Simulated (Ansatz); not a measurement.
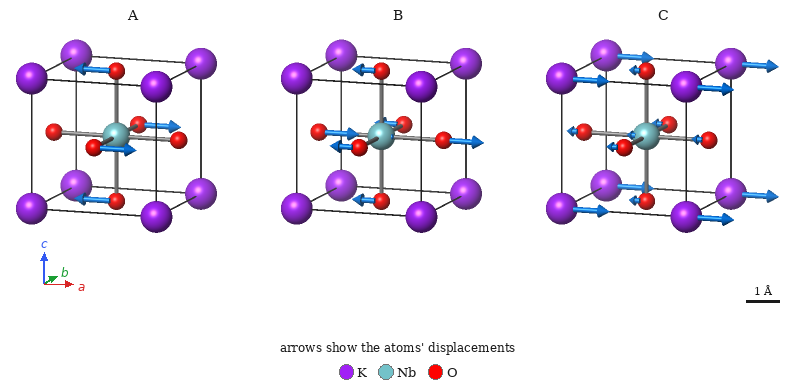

Modes of crystalline KNbO3, space group Pm-3m (No. 221), at the zone centre (one member of each degenerate set). The blue arrows are the displacements of the atoms (eigenvector over the root of the mass), of arbitrary overall length and sign. Style: ball-and-stick. Shown: the cell of the calculation, slightly off an axis. Only the shorter bonds are drawn.

Theory: Ansatz, DFT PBE, scalar-relativistic, plane waves, PAW.

Frequencies are those without the non-analytic (LO–TO) term.

Give the symmetry species and the selection rules of each.

Answer. A is T₂u, silent by symmetry (neither infrared- nor Raman-active) (254 cm⁻¹). B is T₁u, infrared-active by symmetry (466 cm⁻¹). C is T₁u, infrared-active by symmetry (180 cm⁻¹). The crystal has a centre of inversion, so no mode is both.
